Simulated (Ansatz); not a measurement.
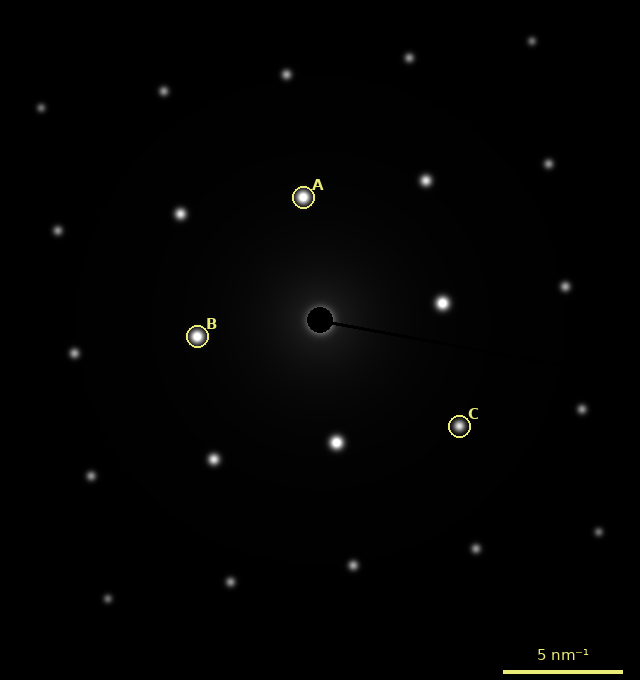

Computed electron diffraction pattern, 100 kV, single scattering only, B = 0.5 Å². The zone axis points towards the electron source and the pattern is seen from the source side.

Crystal: Si, space group Fm-3m (No. 225), a = 3.83 Å. Structure: the input geometry of an electronic-structure calculation (not necessarily at equilibrium); the starting structure was generated, so it need not be a known form of this composition.

Spot A is indexed -2 0 0 and spot B 0 -2 0.

### Give hkl for C.

C = −A − B = 2 2 0 (d = 1.354 Å).

### Find the zone axis.

The cross product of A and B is parallel to [001]; every spot obeys hu + kv + lw = 0.

### What are the spacings of A and B and the angle between them?

d(A) = 1.914 Å, d(B) = 1.914 Å, and the angle is 90.0°.
